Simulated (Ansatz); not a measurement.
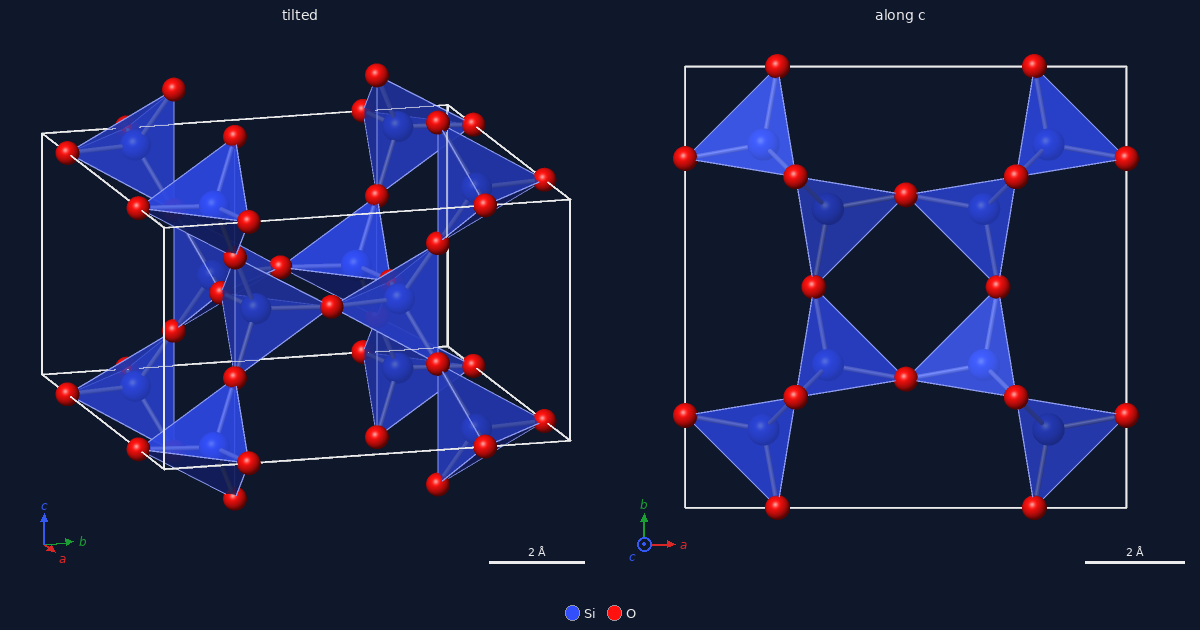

The image is a polyhedral drawing of a crystal, viewed slightly off an axis and along the c axis. One conventional unit cell is framed, with atoms on its boundary repeated. Some neighbours outside the box are added.

SiO2, space group I4/mmm (No. 139), a = 8.939 Å, b = 8.939 Å, c = 5.231 Å, α = 90.00°, β = 90.00°, γ = 90.00°. The cell started as a structure listed in the Materials Project. Earlier steps of the study, as a rule a relaxation of our own, may have changed the cell and positions, so they can lie some per cent off the listed ones. A calculation with Ansatz used it as input.

This one geometry was computed with Ansatz (DFT, plane waves, PAW) at four levels of theory: r2SCAN, HSE06, PBE0 and PBE. It was relaxed beforehand with r2SCAN.

**Which level gives the highest pressure at this volume, and what does that say about its equilibrium volume?**

Highest: PBE (3.6 GPa), which points to the largest equilibrium volume. Lowest, with the smallest volume: r2SCAN (0.0 GPa), HSE06 (-0.2 GPa) and PBE0 (-0.3 GPa). Levels within 0.5 GPa of each other can't be told apart.

**How does the band gap change with the level of theory?**

PBE: a gap of 5.45 eV, direct; r2SCAN: a gap of 6.08 eV, direct; HSE06: a gap of 7.14 eV, direct; PBE0: a gap of 7.91 eV, direct.

**Collect the results in a table.**

| level | cutoff (eV) | k-mesh of the run's cell | gap (eV) | pressure (GPa) |
| --- | --- | --- | --- | --- |
| r2SCAN | 500 | 6×6×6 | 6.08 | 0.0 |
| HSE06 | 420 | 4×4×4 | 7.14 | -0.2 |
| PBE0 | 420 | 4×4×4 | 7.91 | -0.3 |
| PBE | 420 | 6×6×6 | 5.45 | 3.6 |

Gaps are taken on the k-mesh or band path of each run.
